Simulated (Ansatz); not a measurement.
Single-point calculation, with input and output: InSe

System: InSe (P6₃/mmc, 8 atoms in the cell).
Method: DFT, PBE, dispersion d3bj, plane waves, PAW, no spin polarisation (Ansatz 0.2.0).

The structure derives from an entry of the Crystallography Open Database. Some settings of this run were made unusual or wrong on purpose. Figures and captions count atoms from 1; the log counts them from 0 in places.

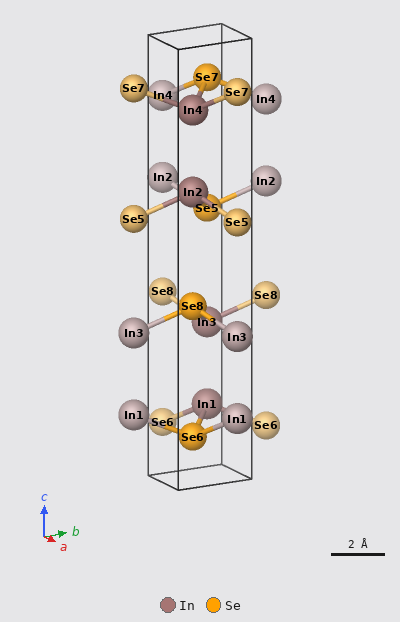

Fig. 1: The input geometry (ball-and-stick view of the cell of the calculation, seen slightly off an axis; neighbours outside the cell are drawn fainter; atoms are numbered from 1 in the order of the input). An atom can appear more than once, as a periodic image.

**Input**
```yaml
crystal:
  lattice:
    - [4.05, 0.0, 0.0]
    - [-2.025, 3.5074028853, 0.0]
    - [0.0, 0.0, 16.93]
  atoms:
    - { symbol: In, position: [0.3333333333, 0.6666666667, 0.157] }
    - { symbol: In, position: [0.6666666667, 0.3333333333, 0.657] }
    - { symbol: In, position: [0.3333333333, 0.6666666667, 0.343] }
    - { symbol: In, position: [0.6666666667, 0.3333333333, 0.843] }
    - { symbol: Se, position: [0.3333333333, 0.6666666667, 0.602] }
    - { symbol: Se, position: [0.6666666667, 0.3333333333, 0.102] }
    - { symbol: Se, position: [0.3333333333, 0.6666666667, 0.898] }
    - { symbol: Se, position: [0.6666666667, 0.3333333333, 0.398] }
basis:
  ecutwfc: 420
kpoints:
  mp_grid: { grid: [1, 1, 1] }
hamiltonian:
  xc: pbe
  dispersion: d3bj
scf:
  occupations: { method: gaussian, width: 0.02 }
  max_iter: 50
output:
  forces: true
  eigenvalues: true
  stress: true
```

Command:
```bash
ansatz run input.yaml --threads 2 --pin off --max-ram 5120MiB --backend cpu --events-out ev --progress --plain --runs-dir out
```

**Output**
```
Engine: ansatz 0.2.0, x86_64-unknown-linux-gnu
Pseudopotentials: kind: paw
Pseudopotential: In, paw, valence charge 13, recommended cutoff 420 eV (normal), In.paw.azcp
Pseudopotential: Se, paw, valence charge 16, recommended cutoff 420 eV (normal), Se.paw.azcp
Functional definition: PBE
  parameter kappa = 0.804
  parameter beta = 0.06672455060314922
  exchange = pbe_x(kappa = kappa, mu = beta*pi^2/3)
  correlation = pbe_c(beta = beta)
Crystal: 8 atoms, lattice volume = 240.490 Å³
Basis set: ecut = 420 eV, 4701 PW (Γ), exchange–correlation on 60×60×240 points (8 copies of the dense FFT grid, shifted against one another)
Bands: 70, of which v1, the nominal top of the filled ones, is band 58 counted from 1 (57 counted from 0)
Symmetry: 24 space group operations
Space group: P63/mmc (ITA 194), of the structure as read, at distance tolerance 6.2e-5 Å
k-points: 1
Non-local potential: In, projectors of the file, l = 0: 2, l = 1: 2, l = 2: 2, l = 3: 2
Non-local potential: Se, projectors of the file, l = 0: 2, l = 1: 2, l = 2: 3, l = 3: 1
PAW form: soft (Blöchl's): semilocal exchange-correlation on the pseudo side does not see the compensation charge
PAW one-centre angular grid: In, 590 points (default); XC on 64 Gauss nodes
PAW one-centre angular grid: Se, 590 points (default); XC on 64 Gauss nodes
Initial density: superposition of atomic densities (neutral atoms: chi_scale 0, normalization atom), corrected by the library's trained network
Initial wavefunctions: pseudopotential atomic-orbital guess
Functional: x = pbe(κ = 0.804, μ = 0.2195149727645171), c = pbe(β = 0.06672455060314922)
SCF iter   1: F=—  HF=-44249.752777 eV  |F-HF|=—  |Δ(HF+E_count)|=         —  Δρ=3.87e-2  dr2=5.63e0  ethr=1.77e-3  ⟨swp⟩=6.0  Hψ=276  notcnv=0
preconditioner: auto → Resta (q_TF=auto, 2.416 Å⁻¹)  ε∞=3.4  [insulator: Δε(μ)=0.292 eV  Ē_g=13.458 eV  σ=0.020 eV  W_gap=1.00  n_scr=66 (ndim 8)  ℏωp=20.9 eV  f_vac=0.138  D(μ)=0.00/eV (n_scr^D=0)  ε∞_Penn≈3.4]
SCF iter   2: F=—  HF=-44248.456880 eV  |F-HF|=—  |Δ(HF+E_count)|=    1.30e0  Δρ=1.95e-2  dr2=8.49e-1  ethr=1.77e-3  ⟨swp⟩=3.0  Hψ=103  notcnv=0  defer=8
SCF iter   3: F=—  HF=-44248.276224 eV  |F-HF|=—  |Δ(HF+E_count)|=   1.81e-1  Δρ=5.81e-3  dr2=1.04e-1  ethr=7.32e-4  ⟨swp⟩=3.0  Hψ=140  notcnv=0  defer=5
automatic band count: iteration 3 solves 67 bands in place of 70: the levels show a gap, and the empty bands left out lie too high to hold charge; the band table lists the bands solved (type scf.n_extra_bands for more)
SCF iter   4: F=—  HF=-44248.282527 eV  |F-HF|=—  |Δ(HF+E_count)|=   6.30e-3  Δρ=1.83e-3  dr2=8.24e-3  ethr=8.99e-5  ⟨swp⟩=2.0  Hψ=84  notcnv=0  defer=5
SCF iter   5: F=—  HF=-44248.289182 eV  |F-HF|=—  |Δ(HF+E_count)|=   6.66e-3  Δρ=4.04e-4  dr2=6.39e-4  ethr=7.10e-6  ⟨swp⟩=3.0  Hψ=124  notcnv=0  defer=5
SCF iter   6: F=—  HF=-44248.289588 eV  |F-HF|=—  |Δ(HF+E_count)|=   4.06e-4  Δρ=1.42e-4  dr2=1.13e-4  ethr=5.51e-7  ⟨swp⟩=2.0  Hψ=120  notcnv=0  defer=5
SCF iter   7: F=—  HF=-44248.289659 eV  |F-HF|=—  |Δ(HF+E_count)|=   7.05e-5  Δρ=4.37e-5  dr2=7.29e-6  ethr=9.77e-8  ⟨swp⟩=2.0  Hψ=120  notcnv=0  defer=5
SCF iter   8: F=—  HF=-44248.289681 eV  |F-HF|=—  |Δ(HF+E_count)|=   2.28e-5  Δρ=1.63e-5  dr2=7.44e-7  ethr=6.28e-9  ⟨swp⟩=2.0  Hψ=100  notcnv=0  defer=5
SCF iter   9: F=-44248.289682 eV  HF=-44248.289682 eV  |F-HF|=3.69e-8  |Δ(HF+E_count)|=   3.30e-7  Δρ=4.58e-6  dr2=6.02e-8  ethr=8.62e-11  ⟨swp⟩=13.0  Hψ=325  notcnv=0
SCF 1 converged in 9 iterations: F = -44248.289682 eV  dr2 = 6.02e-8
  greatest PAW one-centre occupation: 1.000 electrons in one spin orbital (limit 2), on the Se atom at site 6 (counted from 0), in its partial waves of l = 2
```

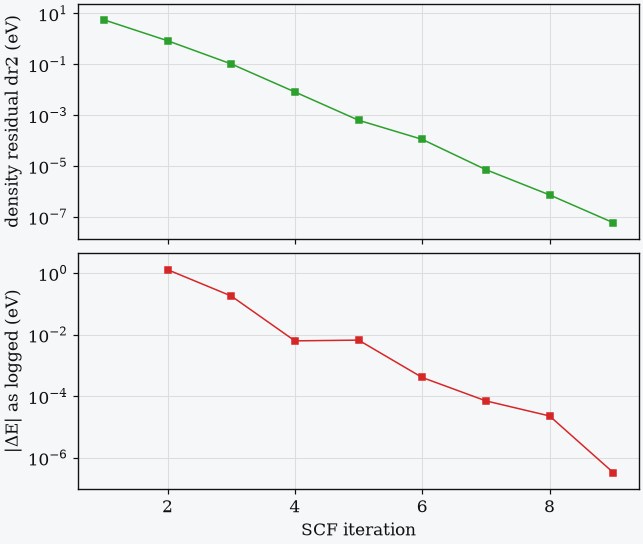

Fig. 2: Convergence of the self-consistent field: density residual dr2 and size of the energy change against the SCF iteration. The residual falls at every step.

```
SCF converged after 9 iterations
Free energy (F): -44248.289682 eV
Harris-Foulkes:  -44248.289682 eV  (|F-HF|=3.69e-8)
Internal energy: -44248.289682 eV  (E = F + TS)
E sigma→0 (E₀):  -44248.289682 eV
Fermi energy:    7.500852 eV
--- Per-component energies (eV) ---
  E_band       = -1772.444440
  E_kinetic    = 1495.374997
  E_local      = -16718.588101  (includes V_loc(G=0)·N_el)
  E_nonlocal   = -914.942182
  E_hartree    = 7746.591828
  E_xc         = -1290.109316
  E_vxc        = -804.617882  (∫ρ·V_xc dr)
  E_paw        = -24258.128524  (= ΣΔE_a)
  E_vpaw       = -322.842639  (= ΣTr[D̂ρ^β])
  E_aug_tail   = -0.002236  (compensation charges beyond the density's cutoff)
  E_ewald      = -10306.179457
  E_disp       = -2.306691  (pairwise vdW)
  E_smearing   = -0.000000  (= −TS)
  E_closure    = 0.000000  (closes the sum)
  Σ components = -44248.289682   (vs F -44248.289682, Δ=0.00e0)
--- Forces (eV/Å), atoms counted from 1 ---
  atom   1  In    -0.00000000     0.00000000     1.62597481
  atom   2  In    -0.00000000     0.00000000     1.62597481
  atom   3  In    -0.00000000     0.00000000    -1.62597481
  atom   4  In     0.00000000    -0.00000000    -1.62597481
  atom   5  Se     0.00000000     0.00000000    -3.23947104
  atom   6  Se    -0.00000000     0.00000000    -3.23947104
  atom   7  Se     0.00000000     0.00000000     3.23947104
  atom   8  Se    -0.00000000     0.00000000     3.23947104
  max |Σ_I F_I| component: 2.21e-24 eV/Å
--- Stress (GPa, compression-positive) ---
       40.400170       0.000000       0.000000
        0.000000      40.400170       0.000000
        0.000000       0.000000       8.323400
  P = ⅓ Tr σ = 29.7079 GPa (297.079 kbar)
--- Band table (eV) ---
  k-point 0: bands = ["-39.0711", "-39.0711", "-39.0711", "-39.0711", "-38.9762", "-38.9762", "-38.9762", "-38.9762", "-38.9761", "-38.9761", "-38.9761", "-38.9761", "-38.7000", "-38.7000", "-38.7000", "-38.7000", "-38.7000", "-38.7000", "-38.7000", "-38.7000", "-8.0726", "-8.0721", "-7.8981", "-7.8976", "-7.8603", "-7.8603", "-7.8599", "-7.8599", "-7.8229", "-7.8229", "-7.8226", "-7.8226", "-7.7640", "-7.7640", "-7.7640", "-7.7640", "-7.7033", "-7.7033", "-7.7032", "-7.7032", "-6.0821", "-5.9372", "-5.9152", "-5.7581", "1.3657", "1.6696", "3.2769", "3.9684", "5.8783", "5.8783", "5.9705", "5.9705", "5.9830", "5.9830", "6.0786", "6.0786", "6.2403", "7.3636", "7.6381", "8.2475", "8.7691", "9.1076", "11.2621", "11.2621", "11.3840", "11.3840", "12.1049"]
```

**Outcome**

| quantity | value |
| --- | --- |
| outcome | converged |
| space group (tolerance 0.01 Å) | P6₃/mmc (194) |
| electrons treated | 116 |
| free energy | −44248.2897 eV |
| Fermi energy | 7.501 eV |
| gap on the k-point mesh | 0.27 eV |
| pressure | 29.71 GPa |
| largest force (length of the vector) | 3.239 eV/Å |
| hardware | 2 threads of Intel Xeon @ 2.50GHz (Skylake/Cascade Lake), 189 GiB of memory available, shared host |
| wall time | 2.6 s (CPU time 4.4 s) |
| peak memory | 0.41 GiB |

**What went wrong**

A setting was made wrong on purpose: one k-point for a small cell (`kpoints.mp_grid.grid`). One point cannot sample the zone of a small cell. The program still converged, but the numbers can't be taken as results for the intended system. So coarse a mesh can miss the band edges, so the true gap of this method can be much smaller, or zero.
